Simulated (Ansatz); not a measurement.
**Run report: Ga96N96, single-point calculation (part 1 of 2)**

System: Ga96N96 (192 atoms in the cell).
Method: DFT, r2SCAN, PAW, plane waves (Ansatz 0.2.0).

The structure was built on a prototype by a generator.

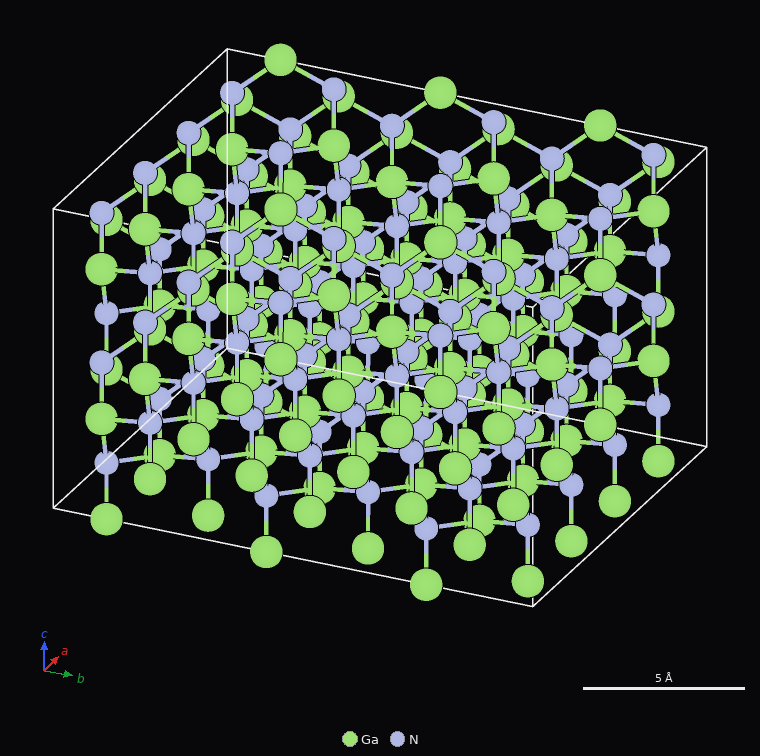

The input geometry (ball-and-stick view of the cell of the calculation, seen at an oblique angle). Near neighbours in the crystal (not all of them lie inside the picture): Ga has 4 N at 1.95 Å; N has 4 Ga at 1.95 Å.

Input:
```yaml
crystal:
  lattice:
    - [12.715704, 0.000000, 0.000000]
    - [0.000000, 16.555537, 0.000000]
    - [0.000000, 0.000000, 10.371793]
  atoms:
    - { symbol: Ga, position: [0.125000, 0.055538, 0.249848] }
    - { symbol: Ga, position: [0.125000, 0.055538, 0.749848] }
    - { symbol: Ga, position: [0.000000, 0.222205, 0.249848] }
    - { symbol: Ga, position: [0.000000, 0.222205, 0.749848] }
    - { symbol: Ga, position: [0.375000, 0.055538, 0.249848] }
    - { symbol: Ga, position: [0.375000, 0.055538, 0.749848] }
    - { symbol: Ga, position: [0.250000, 0.222205, 0.249848] }
    - { symbol: Ga, position: [0.250000, 0.222205, 0.749848] }
    - { symbol: Ga, position: [0.125000, 0.388871, 0.249848] }
    - { symbol: Ga, position: [0.125000, 0.388871, 0.749848] }
    - { symbol: Ga, position: [0.000000, 0.555538, 0.249848] }
    - { symbol: Ga, position: [0.000000, 0.555538, 0.749848] }
    - { symbol: Ga, position: [0.625000, 0.055538, 0.249848] }
    - { symbol: Ga, position: [0.625000, 0.055538, 0.749848] }
    - { symbol: Ga, position: [0.500000, 0.222205, 0.249848] }
    - { symbol: Ga, position: [0.500000, 0.222205, 0.749848] }
    - { symbol: Ga, position: [0.375000, 0.388871, 0.249848] }
    - { symbol: Ga, position: [0.375000, 0.388871, 0.749848] }
    - { symbol: Ga, position: [0.250000, 0.555538, 0.249848] }
    - { symbol: Ga, position: [0.250000, 0.555538, 0.749848] }
    - { symbol: Ga, position: [0.125000, 0.722205, 0.249848] }
    - { symbol: Ga, position: [0.125000, 0.722205, 0.749848] }
    - { symbol: Ga, position: [0.000000, 0.888871, 0.249848] }
    - { symbol: Ga, position: [0.000000, 0.888871, 0.749848] }
    - { symbol: Ga, position: [0.875000, 0.055538, 0.249848] }
    - { symbol: Ga, position: [0.875000, 0.055538, 0.749848] }
    - { symbol: Ga, position: [0.750000, 0.222205, 0.249848] }
    - { symbol: Ga, position: [0.750000, 0.222205, 0.749848] }
    - { symbol: Ga, position: [0.625000, 0.388871, 0.249848] }
    - { symbol: Ga, position: [0.625000, 0.388871, 0.749848] }
    - { symbol: Ga, position: [0.500000, 0.555538, 0.249848] }
    - { symbol: Ga, position: [0.500000, 0.555538, 0.749848] }
    - { symbol: Ga, position: [0.375000, 0.722205, 0.249848] }
    - { symbol: Ga, position: [0.375000, 0.722205, 0.749848] }
    - { symbol: Ga, position: [0.250000, 0.888871, 0.249848] }
    - { symbol: Ga, position: [0.250000, 0.888871, 0.749848] }
    - { symbol: Ga, position: [0.875000, 0.388871, 0.249848] }
    - { symbol: Ga, position: [0.875000, 0.388871, 0.749848] }
    - { symbol: Ga, position: [0.750000, 0.555538, 0.249848] }
    - { symbol: Ga, position: [0.750000, 0.555538, 0.749848] }
    - { symbol: Ga, position: [0.625000, 0.722205, 0.249848] }
    - { symbol: Ga, position: [0.625000, 0.722205, 0.749848] }
    - { symbol: Ga, position: [0.500000, 0.888871, 0.249848] }
    - { symbol: Ga, position: [0.500000, 0.888871, 0.749848] }
    - { symbol: Ga, position: [0.875000, 0.722205, 0.249848] }
    - { symbol: Ga, position: [0.875000, 0.722205, 0.749848] }
    - { symbol: Ga, position: [0.750000, 0.888871, 0.249848] }
    - { symbol: Ga, position: [0.750000, 0.888871, 0.749848] }
    - { symbol: Ga, position: [0.000000, 0.111129, 0.499848] }
    - { symbol: Ga, position: [0.000000, 0.111129, 0.999848] }
    - { symbol: Ga, position: [0.250000, 0.111129, 0.499848] }
    - { symbol: Ga, position: [0.250000, 0.111129, 0.999848] }
    - { symbol: Ga, position: [0.125000, 0.277795, 0.499848] }
    - { symbol: Ga, position: [0.125000, 0.277795, 0.999848] }
    - { symbol: Ga, position: [0.000000, 0.444462, 0.499848] }
    - { symbol: Ga, position: [0.000000, 0.444462, 0.999848] }
    - { symbol: Ga, position: [0.500000, 0.111129, 0.499848] }
    - { symbol: Ga, position: [0.500000, 0.111129, 0.999848] }
    - { symbol: Ga, position: [0.375000, 0.277795, 0.499848] }
    - { symbol: Ga, position: [0.375000, 0.277795, 0.999848] }
    - { symbol: Ga, position: [0.250000, 0.444462, 0.499848] }
    - { symbol: Ga, position: [0.250000, 0.444462, 0.999848] }
    - { symbol: Ga, position: [0.125000, 0.611129, 0.499848] }
    - { symbol: Ga, position: [0.125000, 0.611129, 0.999848] }
    - { symbol: Ga, position: [0.000000, 0.777795, 0.499848] }
    - { symbol: Ga, position: [0.000000, 0.777795, 0.999848] }
    - { symbol: Ga, position: [0.750000, 0.111129, 0.499848] }
    - { symbol: Ga, position: [0.750000, 0.111129, 0.999848] }
    - { symbol: Ga, position: [0.625000, 0.277795, 0.499848] }
    - { symbol: Ga, position: [0.625000, 0.277795, 0.999848] }
    - { symbol: Ga, position: [0.500000, 0.444462, 0.499848] }
    - { symbol: Ga, position: [0.500000, 0.444462, 0.999848] }
    - { symbol: Ga, position: [0.375000, 0.611129, 0.499848] }
    - { symbol: Ga, position: [0.375000, 0.611129, 0.999848] }
    - { symbol: Ga, position: [0.250000, 0.777795, 0.499848] }
    - { symbol: Ga, position: [0.250000, 0.777795, 0.999848] }
    - { symbol: Ga, position: [0.125000, 0.944462, 0.499848] }
    - { symbol: Ga, position: [0.125000, 0.944462, 0.999848] }
    - { symbol: Ga, position: [0.875000, 0.277795, 0.499848] }
    - { symbol: Ga, position: [0.875000, 0.277795, 0.999848] }
    - { symbol: Ga, position: [0.750000, 0.444462, 0.499848] }
    - { symbol: Ga, position: [0.750000, 0.444462, 0.999848] }
    - { symbol: Ga, position: [0.625000, 0.611129, 0.499848] }
    - { symbol: Ga, position: [0.625000, 0.611129, 0.999848] }
    - { symbol: Ga, position: [0.500000, 0.777795, 0.499848] }
    - { symbol: Ga, position: [0.500000, 0.777795, 0.999848] }
    - { symbol: Ga, position: [0.375000, 0.944462, 0.499848] }
    - { symbol: Ga, position: [0.375000, 0.944462, 0.999848] }
    - { symbol: Ga, position: [0.875000, 0.611129, 0.499848] }
    - { symbol: Ga, position: [0.875000, 0.611129, 0.999848] }
    - { symbol: Ga, position: [0.750000, 0.777795, 0.499848] }
    - { symbol: Ga, position: [0.750000, 0.777795, 0.999848] }
    - { symbol: Ga, position: [0.625000, 0.944462, 0.499848] }
    - { symbol: Ga, position: [0.625000, 0.944462, 0.999848] }
    - { symbol: Ga, position: [0.875000, 0.944462, 0.499848] }
    - { symbol: Ga, position: [0.875000, 0.944462, 0.999848] }
    - { symbol: N, position: [0.000000, 0.111191, 0.188152] }
    - { symbol: N, position: [0.000000, 0.111191, 0.688152] }
    - { symbol: N, position: [0.250000, 0.111191, 0.188152] }
    - { symbol: N, position: [0.250000, 0.111191, 0.688152] }
    - { symbol: N, position: [0.125000, 0.277858, 0.188152] }
    - { symbol: N, position: [0.125000, 0.277858, 0.688152] }
    - { symbol: N, position: [0.000000, 0.444524, 0.188152] }
    - { symbol: N, position: [0.000000, 0.444524, 0.688152] }
    - { symbol: N, position: [0.500000, 0.111191, 0.188152] }
    - { symbol: N, position: [0.500000, 0.111191, 0.688152] }
    - { symbol: N, position: [0.375000, 0.277858, 0.188152] }
    - { symbol: N, position: [0.375000, 0.277858, 0.688152] }
    - { symbol: N, position: [0.250000, 0.444524, 0.188152] }
    - { symbol: N, position: [0.250000, 0.444524, 0.688152] }
    - { symbol: N, position: [0.125000, 0.611191, 0.188152] }
    - { symbol: N, position: [0.125000, 0.611191, 0.688152] }
    - { symbol: N, position: [0.000000, 0.777858, 0.188152] }
    - { symbol: N, position: [0.000000, 0.777858, 0.688152] }
    - { symbol: N, position: [0.750000, 0.111191, 0.188152] }
    - { symbol: N, position: [0.750000, 0.111191, 0.688152] }
    - { symbol: N, position: [0.625000, 0.277858, 0.188152] }
    - { symbol: N, position: [0.625000, 0.277858, 0.688152] }
    - { symbol: N, position: [0.500000, 0.444524, 0.188152] }
    - { symbol: N, position: [0.500000, 0.444524, 0.688152] }
    - { symbol: N, position: [0.375000, 0.611191, 0.188152] }
    - { symbol: N, position: [0.375000, 0.611191, 0.688152] }
    - { symbol: N, position: [0.250000, 0.777858, 0.188152] }
    - { symbol: N, position: [0.250000, 0.777858, 0.688152] }
    - { symbol: N, position: [0.125000, 0.944524, 0.188152] }
    - { symbol: N, position: [0.125000, 0.944524, 0.688152] }
    - { symbol: N, position: [0.875000, 0.277858, 0.188152] }
    - { symbol: N, position: [0.875000, 0.277858, 0.688152] }
    - { symbol: N, position: [0.750000, 0.444524, 0.188152] }
    - { symbol: N, position: [0.750000, 0.444524, 0.688152] }
    - { symbol: N, position: [0.625000, 0.611191, 0.188152] }
    - { symbol: N, position: [0.625000, 0.611191, 0.688152] }
    - { symbol: N, position: [0.500000, 0.777858, 0.188152] }
    - { symbol: N, position: [0.500000, 0.777858, 0.688152] }
    - { symbol: N, position: [0.375000, 0.944524, 0.188152] }
    - { symbol: N, position: [0.375000, 0.944524, 0.688152] }
    - { symbol: N, position: [0.875000, 0.611191, 0.188152] }
    - { symbol: N, position: [0.875000, 0.611191, 0.688152] }
    - { symbol: N, position: [0.750000, 0.777858, 0.188152] }
    - { symbol: N, position: [0.750000, 0.777858, 0.688152] }
    - { symbol: N, position: [0.625000, 0.944524, 0.188152] }
    - { symbol: N, position: [0.625000, 0.944524, 0.688152] }
    - { symbol: N, position: [0.875000, 0.944524, 0.188152] }
    - { symbol: N, position: [0.875000, 0.944524, 0.688152] }
    - { symbol: N, position: [0.125000, 0.055476, 0.438152] }
    - { symbol: N, position: [0.125000, 0.055476, 0.938152] }
    - { symbol: N, position: [0.000000, 0.222142, 0.438152] }
    - { symbol: N, position: [0.000000, 0.222142, 0.938152] }
    - { symbol: N, position: [0.375000, 0.055476, 0.438152] }
    - { symbol: N, position: [0.375000, 0.055476, 0.938152] }
    - { symbol: N, position: [0.250000, 0.222142, 0.438152] }
    - { symbol: N, position: [0.250000, 0.222142, 0.938152] }
    - { symbol: N, position: [0.125000, 0.388809, 0.438152] }
    - { symbol: N, position: [0.125000, 0.388809, 0.938152] }
    - { symbol: N, position: [0.000000, 0.555476, 0.438152] }
    - { symbol: N, position: [0.000000, 0.555476, 0.938152] }
    - { symbol: N, position: [0.625000, 0.055476, 0.438152] }
    - { symbol: N, position: [0.625000, 0.055476, 0.938152] }
    - { symbol: N, position: [0.500000, 0.222142, 0.438152] }
    - { symbol: N, position: [0.500000, 0.222142, 0.938152] }
    - { symbol: N, position: [0.375000, 0.388809, 0.438152] }
    - { symbol: N, position: [0.375000, 0.388809, 0.938152] }
    - { symbol: N, position: [0.250000, 0.555476, 0.438152] }
    - { symbol: N, position: [0.250000, 0.555476, 0.938152] }
    - { symbol: N, position: [0.125000, 0.722142, 0.438152] }
    - { symbol: N, position: [0.125000, 0.722142, 0.938152] }
    - { symbol: N, position: [0.000000, 0.888809, 0.438152] }
    - { symbol: N, position: [0.000000, 0.888809, 0.938152] }
    - { symbol: N, position: [0.875000, 0.055476, 0.438152] }
    - { symbol: N, position: [0.875000, 0.055476, 0.938152] }
    - { symbol: N, position: [0.750000, 0.222142, 0.438152] }
    - { symbol: N, position: [0.750000, 0.222142, 0.938152] }
    - { symbol: N, position: [0.625000, 0.388809, 0.438152] }
    - { symbol: N, position: [0.625000, 0.388809, 0.938152] }
    - { symbol: N, position: [0.500000, 0.555476, 0.438152] }
    - { symbol: N, position: [0.500000, 0.555476, 0.938152] }
    - { symbol: N, position: [0.375000, 0.722142, 0.438152] }
    - { symbol: N, position: [0.375000, 0.722142, 0.938152] }
    - { symbol: N, position: [0.250000, 0.888809, 0.438152] }
    - { symbol: N, position: [0.250000, 0.888809, 0.938152] }
    - { symbol: N, position: [0.875000, 0.388809, 0.438152] }
    - { symbol: N, position: [0.875000, 0.388809, 0.938152] }
    - { symbol: N, position: [0.750000, 0.555476, 0.438152] }
    - { symbol: N, position: [0.750000, 0.555476, 0.938152] }
    - { symbol: N, position: [0.625000, 0.722142, 0.438152] }
    - { symbol: N, position: [0.625000, 0.722142, 0.938152] }
    - { symbol: N, position: [0.500000, 0.888809, 0.438152] }
    - { symbol: N, position: [0.500000, 0.888809, 0.938152] }
    - { symbol: N, position: [0.875000, 0.722142, 0.438152] }
    - { symbol: N, position: [0.875000, 0.722142, 0.938152] }
    - { symbol: N, position: [0.750000, 0.888809, 0.438152] }
    - { symbol: N, position: [0.750000, 0.888809, 0.938152] }
kpoints:
  mp_grid: { grid: [1, 1, 1] }
hamiltonian:
  xc: r2scan
scf:
  occupations: { method: fermi_dirac, width: 0.01 }
output:
  forces: true
  eigenvalues: true
  populations: true
  eigenstates: { kpoints: [[0, 0, 0]], e_range: [-6.0, 6.0], localisation: true }
```

Hardware: 8 CPU threads, shared host.

Output:
```
Pseudopotentials: kind: paw
Functional definition: r2SCAN
  parameter k0 = 0.174
  parameter k1 = 0.065
  parameter a1 = 4.9479
  exchange = r2scan_x(k0 = k0, k1 = k1, a1 = a1)
  correlation = r2scan_c
Crystal: 192 atoms, lattice volume = 2183.421 Å³
Basis set: ecut = 500 eV, 55415 PW (Γ), exchange–correlation on 384×500×320 points (64 copies of the dense FFT grid, shifted against one another)
Bands: 1056, of which v1, the nominal top of the filled ones, is band 864 counted from 1 (863 counted from 0)
Symmetry: 192 space group operations
Space group: Cmc21 (ITA 36), of the structure as read, at distance tolerance 1.3e-4 Å
k-points: 1
Non-local potential: Ga, projectors of the file, l = 0: 2, l = 1: 2, l = 2: 3, l = 3: 1
Non-local potential: N, projectors of the file, l = 0: 2, l = 1: 2, l = 2: 1
PAW form: soft (Blöchl's): semilocal exchange-correlation on the pseudo side does not see the compensation charge
PAW frozen core: Ga, regenerated for the run's functional (the file was generated under x = pbe(κ = 0.804, μ = 0.2195149727645171), c = pbe(β = 0.06672455060314922))
PAW frozen core: N, regenerated for the run's functional (the file was generated under x = pbe(κ = 0.804, μ = 0.2195149727645171), c = pbe(β = 0.06672455060314922))
PAW one-centre angular grid: Ga, 590 points (default); XC on 160 Gauss nodes
PAW one-centre angular grid: N, 302 points (default); XC on 160 Gauss nodes
Initial density: superposition of atomic densities (neutral atoms: chi_scale 0, normalization atom), corrected by the library's trained network
Initial wavefunctions: pseudopotential atomic-orbital guess
Functional: x = r2scan, c = r2scan; τ floored in thin density (d = 2e-4 eV/Å³)
SCF iter   1: F=—  HF=-400929.045765 eV  |F-HF|=—  |Δ(HF+E_count)|=         —  Δρ=1.27e-2  dr2=1.36e0  dr2_τ=9.33e0  ethr=1.77e-3  ⟨swp⟩=5.0  Hψ=3601  notcnv=0  defer=55
preconditioner: auto → Resta (q_TF=auto, 2.624 Å⁻¹)  ε∞=4.5  [insulator: Δε(μ)=2.302 eV  Ē_g=17.640 eV  σ=0.010 eV  W_gap=1.00  n_scr=666 (ndim 8)  ℏωp=33.0 eV  f_vac=0.008  D(μ)=0.00/eV (n_scr^D=0)  ε∞_Penn≈4.5]
SCF iter   2: F=—  HF=-400932.119947 eV  |F-HF|=—  |Δ(HF+E_count)|=    3.07e0  Δρ=5.97e-3  dr2=4.75e-1  dr2_τ=1.44e-2  ethr=7.84e-5  ⟨swp⟩=3.0  Hψ=2089  notcnv=0  defer=187
SCF iter   3: F=—  HF=-400932.095702 eV  |F-HF|=—  |Δ(HF+E_count)|=   2.42e-2  Δρ=3.73e-3  dr2=1.30e-1  dr2_τ=4.57e-3  ethr=2.75e-5  ⟨swp⟩=3.0  Hψ=1733  notcnv=0  defer=187
SCF iter   4: F=—  HF=-400932.097150 eV  |F-HF|=—  |Δ(HF+E_count)|=   1.45e-3  Δρ=3.23e-4  dr2=1.24e-3  dr2_τ=4.29e-4  ethr=7.50e-6  ⟨swp⟩=3.0  Hψ=1738  notcnv=0  defer=187
SCF iter   5: F=—  HF=-400932.094885 eV  |F-HF|=—  |Δ(HF+E_count)|=   2.26e-3  Δρ=1.32e-4  dr2=2.05e-4  dr2_τ=2.01e-5  ethr=7.20e-8  ⟨swp⟩=2.0  Hψ=1726  notcnv=0  defer=187
SCF iter   6: F=—  HF=-400932.098033 eV  |F-HF|=—  |Δ(HF+E_count)|=   3.15e-3  Δρ=2.77e-5  dr2=1.80e-5  dr2_τ=7.90e-7  ethr=1.18e-8  ⟨swp⟩=2.0  Hψ=1733  notcnv=0  defer=187
SCF iter   7: F=—  HF=-400932.098035 eV  |F-HF|=—  |Δ(HF+E_count)|=   1.61e-6  Δρ=1.39e-5  dr2=4.24e-6  dr2_τ=2.41e-7  ethr=1.04e-9  ⟨swp⟩=2.0  Hψ=1728  notcnv=0  defer=187
SCF iter   8: F=—  HF=-400932.098034 eV  |F-HF|=—  |Δ(HF+E_count)|=   7.42e-7  Δρ=4.08e-6  dr2=3.62e-7  dr2_τ=3.06e-9  ethr=2.45e-10  ⟨swp⟩=2.0  Hψ=1728  notcnv=0  defer=187
SCF iter   9: F=-400932.098034 eV  HF=-400932.098034 eV  |F-HF|=1.32e-8  |Δ(HF+E_count)|=   3.47e-8  Δρ=9.96e-7  dr2=2.12e-8  dr2_τ=5.14e-10  ethr=5.79e-12  ⟨swp⟩=10.0  Hψ=4738  notcnv=0
SCF 1 converged in 9 iterations: F = -400932.098034 eV  dr2 = 2.12e-8
  greatest PAW one-centre occupation: 0.995 electrons in one spin orbital (limit 2), on the Ga atom at site 95 (counted from 0), in its partial waves of l = 2
```

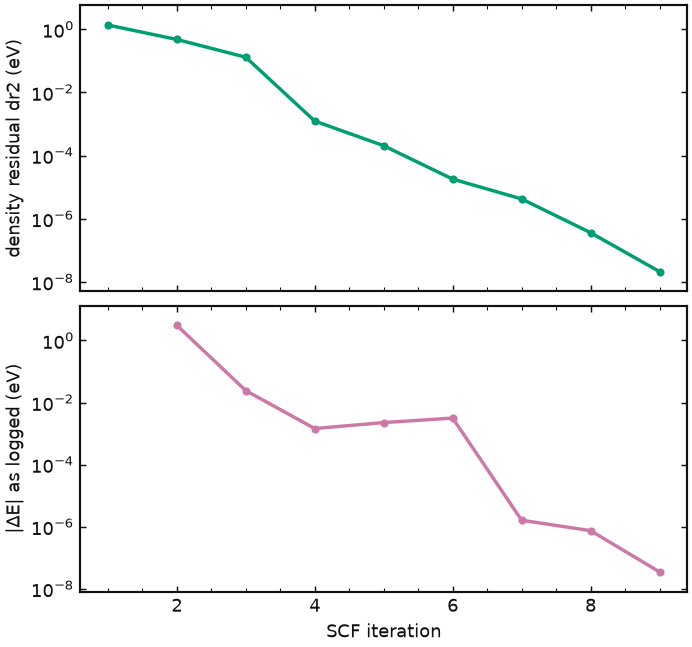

Convergence of the self-consistent field: density residual dr2 and size of the energy change against the SCF iteration. The residual falls at every step.

```
NSCF: frozen V_eff on 1 k-points
SCF converged after 9 iterations
Free energy (F): -400932.098034 eV
Harris-Foulkes:  -400932.098034 eV  (|F-HF|=1.32e-8)
Internal energy: -400932.098034 eV  (E = F + TS)
E sigma→0 (E₀):  -400932.098034 eV
Fermi energy:    10.670985 eV
--- Per-component energies (eV) ---
  E_band       = -1420.023784
  E_kinetic    = 23733.471660
  E_local      = -187404.912457  (includes V_loc(G=0)·N_el)
  E_nonlocal   = 45744.148499
  E_hartree    = 86492.631256
  E_xc         = -11689.146508
  E_vxc        = -13786.890547  (∫ρ·V_xc dr)
  E_paw        = -205193.559394  (= ΣΔE_a)
  E_vpaw       = -43443.612220  (= ΣTr[D̂ρ^β])
  E_aug_tail   = -0.002156  (compensation charges beyond the density's cutoff)
  E_vtau       = 752.495276  (kinetic-family band-sum trace: ∫τ·v_τ [+ j·A + Jᵃ·Aᵃ] dr)
  E_ewald      = -152549.196027
  E_core_change = -65.532907  (= ΣΔE_core)
  E_smearing   = -0.000000  (= −TS)
  E_closure    = -0.000000  (closes the sum)
  Σ components = -400932.098034   (vs F -400932.098034, Δ=0.00e0)
```
